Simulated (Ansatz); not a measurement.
Program: Ansatz.

```
crystal:
  lattice:
    - [4.33, 2.165, 2.165]
    - [2.165, 4.33, 2.165]
    - [2.165, 2.165, 4.33]
  atoms:
    - { symbol: Fe, position: [0.0015528, -0.0032221, 0.0068209], spin: 4.0 }
    - { symbol: Fe, position: [0.5079237, 0.5027285, 0.4932531], spin: -4.0 }
    - { symbol: O, position: [0.2389969, 0.2530757, 0.2553737] }
    - { symbol: O, position: [0.742428, 0.7609368, 0.7462275] }
  symmetry: { detect: false }
kpoints:
  mp_grid: { grid: [4, 4, 4], shift: [0, 0, 0] }
hamiltonian:
  xc: pbe
  hubbard:
    sites:
      - { site: 0, l: d, u_eff: 5.3, starting_ns: [{ spin: up, occupation_matrix: full }, { spin: down, occupation_matrix: a1g }] }
      - { site: 1, l: d, u_eff: 5.3, starting_ns: [{ spin: down, occupation_matrix: full }, { spin: up, occupation_matrix: a1g }] }
    occupation_matrices:
      a1g:
        matrix:
          - [0.0, 0.0, 0.0, 0.0, 0.0]
          - [0.0, 0.33333333, 0.33333333, 0.0, 0.33333333]
          - [0.0, 0.33333333, 0.33333333, 0.0, 0.33333333]
          - [0.0, 0.0, 0.0, 0.0, 0.0]
          - [0.0, 0.33333333, 0.33333333, 0.0, 0.33333333]
      full:
        matrix:
          - [1.0, 0.0, 0.0, 0.0, 0.0]
          - [0.0, 1.0, 0.0, 0.0, 0.0]
          - [0.0, 0.0, 1.0, 0.0, 0.0]
          - [0.0, 0.0, 0.0, 1.0, 0.0]
          - [0.0, 0.0, 0.0, 0.0, 1.0]
  pseudopotentials: { kind: nc }
magnetization:
  spin_polarized: true
scf:
  occupations: { method: fermi_dirac, width: "0.1 eV" }
```

Q: What does the convergence history look like?

A: The run gave up at step 100 without converging. The residual comes down slowly and unevenly, and has reached only 5 × 10⁻⁶ when the run stops. The net moment goes from −0.09 to 0.00 μB per cell, though in an unconverged run this needn't be final.

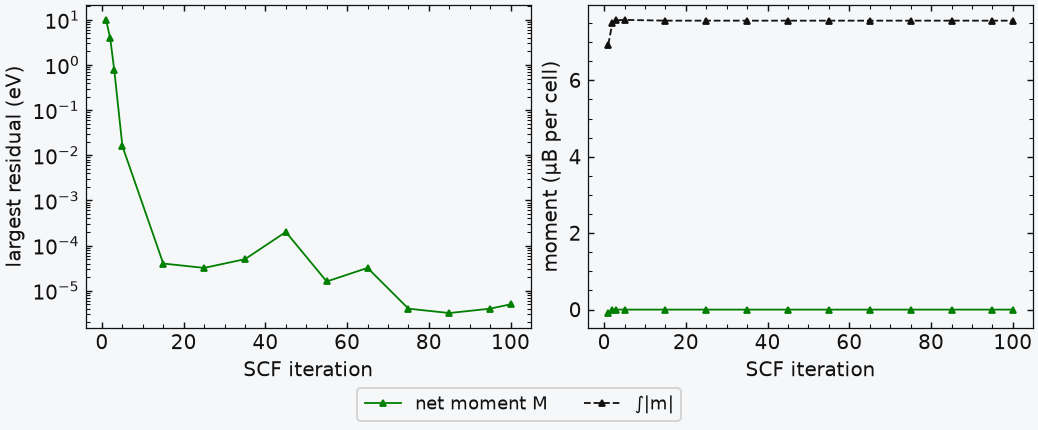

SCF iterations of a calculation: largest residual, magnetic moments. Only some iterations were kept.
